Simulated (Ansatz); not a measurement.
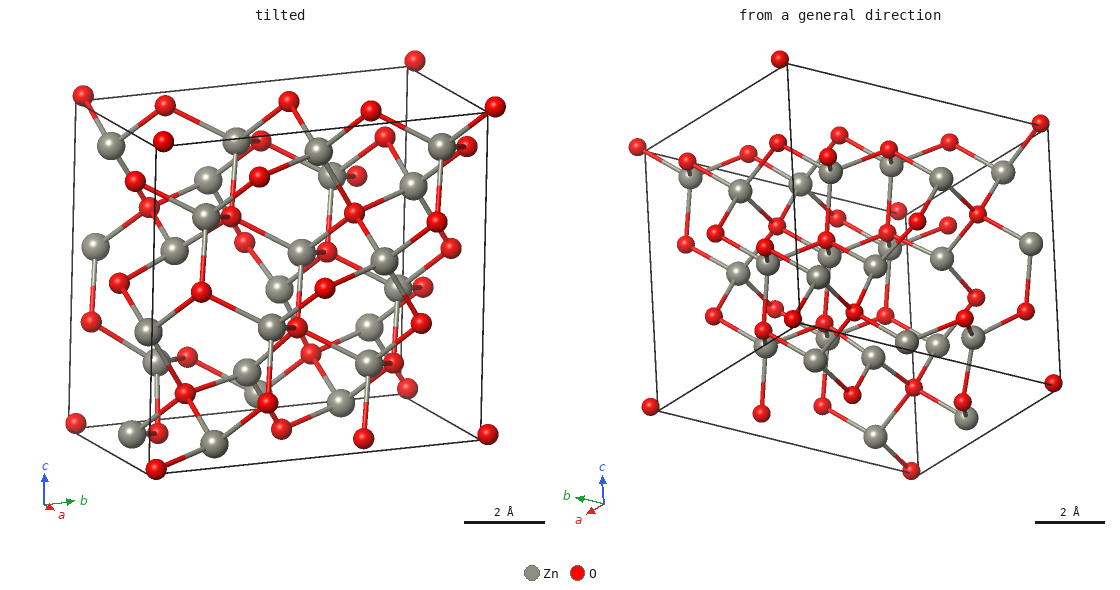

Shown here is a ball-and-stick view of the crystal, taken slightly off an axis and from a general direction. The supercell is drawn as a box. The host is ZnO, in a cell of 48 sites, and the cell carries a charge of +1.

What defect is present?

An oxygen vacancy. Around the empty site lie four Zn at about 2.2 Å.

Computational set-up: DFT PBE, scalar-relativistic, plane waves, PAW (Ansatz 0.2.0), cutoff 420 eV, Brillouin-zone sampling on a 3×3×3 mesh, Gaussian smearing of 0.01 eV, collinear spins.

Does the cell have a net magnetic moment?

Yes, 0.5 μB in the cell.

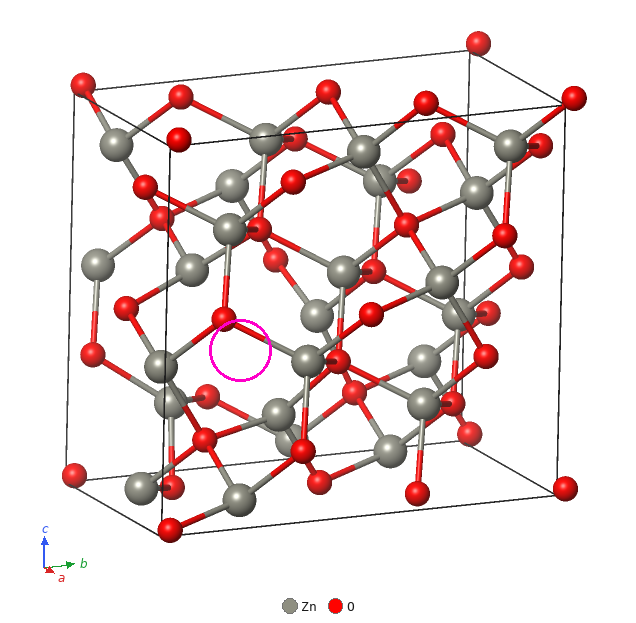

The same cell with a ring at the defect's site.

The atoms were relaxed in the host's cell with DFT PBE, scalar-relativistic, plane waves, PAW (Ansatz).
